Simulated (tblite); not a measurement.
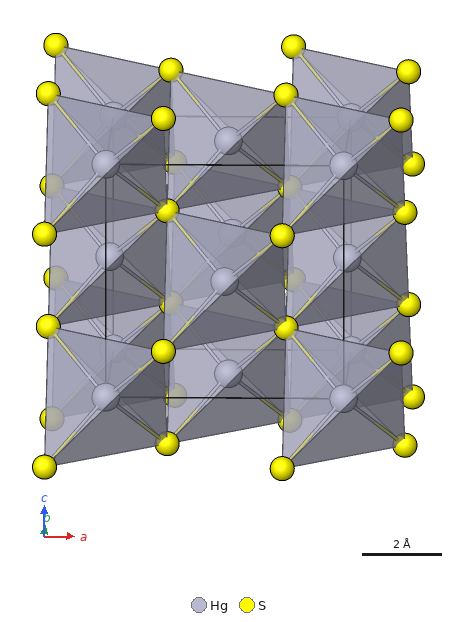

The input geometry (polyhedral view of the cell 4 times as large as that of the calculation, set on its symmetry axes, seen at an oblique angle; polyhedra are completed across the faces of the cell).

**HgS: single-point calculation**

HgS (F-43m, 2 atoms in the cell), computed with GFN1-xTB tight binding on a periodic cluster of cells at the zone centre (tblite 0.8.0).

The structure was built on a prototype by a generator. The geometry comes from this level: r2SCAN (a point of a series of volumes). It belongs to a series of runs on one base structure; here: volume +6%.

**The program's output**
```
------------------------------------------------------------
  cycle        total energy    energy error   density error
------------------------------------------------------------
      1     -149.0575051490  -1.4866382E+02   6.0622083E-01
      2     -149.5610195085  -5.0351436E-01   2.8126137E-01
      3     -149.6267391178  -6.5719609E-02   8.0821866E-02
      4     -149.6368241917  -1.0085074E-02   6.0924208E-03
      5     -149.6371963871  -3.7219544E-04   6.1040385E-04
      6     -149.6371993144  -2.9273489E-06   3.4481315E-04
      7     -149.6372002183  -9.0383855E-07   1.5774541E-04
      8     -149.6372004916  -2.7333198E-07   2.0628118E-05
      9     -149.6372004960  -4.3617945E-09   9.1319401E-08
------------------------------------------------------------

 total:                                   1.507 sec
energy_per_cell -127.24486332192394
homo -8.38552572051058
lumo -8.385525720458784
stress [[-3.6636030045890475, 2.338502292240305e-06, -2.3385022901361302e-06], [2.3385022922714986e-06, -3.6636030045890506, -2.33850228789261e-06], [-2.338502290137499e-06, -2.3385022879059954e-06, -3.6636030045890307]]
charges [0.29642305332061725, -0.29643804090313153]
electrons 8.0
```

The run was set up as follows.

**Input**
```python
import json
from ase import Atoms
from ase.build import make_supercell
from ase.units import Bohr, GPa, Hartree
from tblite.interface import Calculator

atoms = Atoms(['Hg', 'S'],
              cell=[[0.0, 3.023342, 3.023342], [3.023342, 0.0, 3.023342], [3.023342, 3.023342, 0.0]],
              scaled_positions=[[-0.0, 0.0, 0.0], [0.25, 0.25, 0.25]],
              pbc=True)
cluster = make_supercell(atoms, [[-2, 2, 2], [-2, -2, 2], [2, -2, 2]])
calc = Calculator('GFN1-xTB', cluster.numbers, cluster.positions / Bohr, lattice=cluster.cell[:] / Bohr, periodic=cluster.pbc)
calc.set('temperature', 0.02 / Hartree)
calc.set('max-iter', 150)
res = calc.singlepoint()
levels = res.get('orbital-energies') * Hartree
nv = round(res.get('orbital-occupations').sum() / 2)
cells = len(cluster) // len(atoms)
out = {'energy_per_cell': res.get('energy') * Hartree / cells, 'homo': levels[nv - 1], 'lumo': levels[nv],
       'stress': (-res.get('virial') * Hartree / cluster.get_volume() / GPa).tolist(), 'charges': res.get('charges')[:len(atoms)].tolist(), 'electrons': 2 * nv / cells}
json.dump(out, open('results.json', 'w'))
for key, value in out.items():
    print(key, value)
```

Launch command:
```bash
python run.py
```

**Key numbers**

```tsv
quantity	value
outcome	converged
space group (tolerance 0.01 Å)	F-43m (216)
electrons treated	8
total energy	−127.2449 eV
band gap	none (metallic)
pressure	−3.66 GPa
hardware	1 thread of Arm Neoverse V1, 24 GiB of memory available, shared host
wall time	2.2 s
peak memory	0.12 GiB
```
